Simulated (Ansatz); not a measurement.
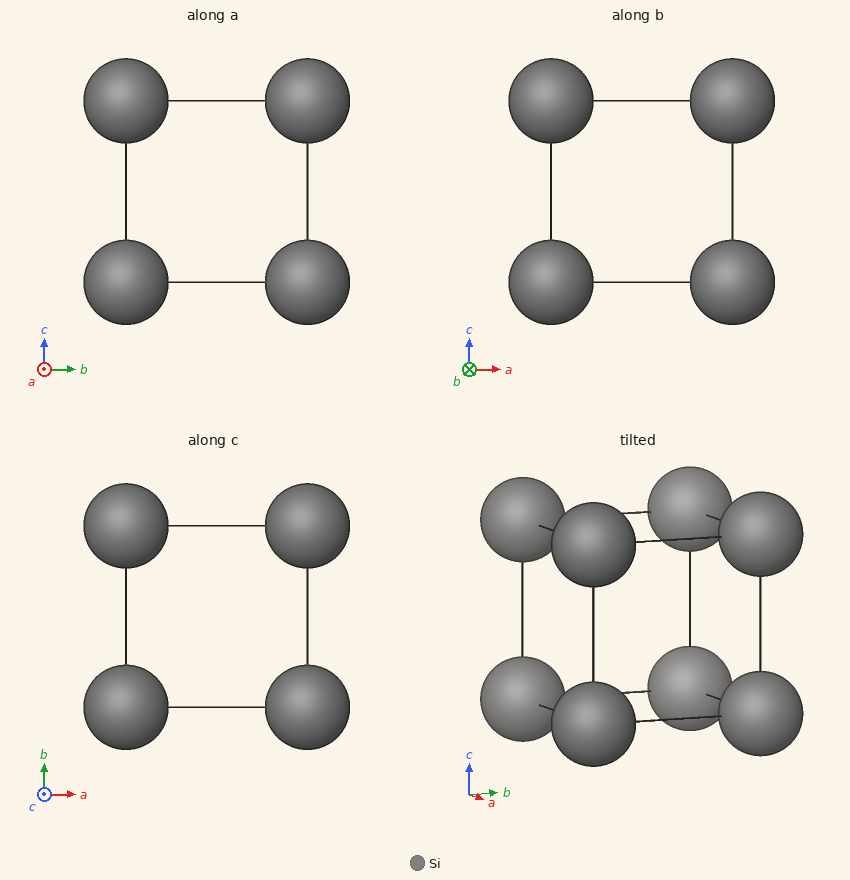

Crystal structure, spheres-only style, seen along the a axis, along the b axis, along the c axis and slightly off an axis. The box is the conventional unit cell; atoms on or close to its faces, edges and corners are drawn wherever they repeat.

Lattice parameters: a = 2.4657 Å, b = 2.4657 Å, c = 2.4657 Å, α = 90.000°, β = 90.000°, γ = 90.000°.

> Reconstruct the structure as a CIF with its space group and independent sites.

```cif
data_structure
_symmetry_space_group_name_H-M 'P m -3 m'
_symmetry_Int_Tables_number 221
_cell_length_a 2.4657
_cell_length_b 2.4657
_cell_length_c 2.4657
_cell_angle_alpha 90.000
_cell_angle_beta 90.000
_cell_angle_gamma 90.000
_cell_volume 14.99
loop_
_atom_site_label
_atom_site_type_symbol
_atom_site_symmetry_multiplicity
_atom_site_Wyckoff_symbol
_atom_site_fract_x
_atom_site_fract_y
_atom_site_fract_z
_atom_site_occupancy
Si1 Si 1 a 0.0000 0.0000 0.0000 1
```

Provenance: a structure type filled with this element by a generator (whether the element takes this form wasn't checked). Earlier steps of the study may have refined or changed the cell and positions. It went into a calculation with Ansatz.

At this level of theory the cell isn't at rest (compressed, at 5 GPa), so its distances can differ from those at equilibrium, the more so the softer the solid.
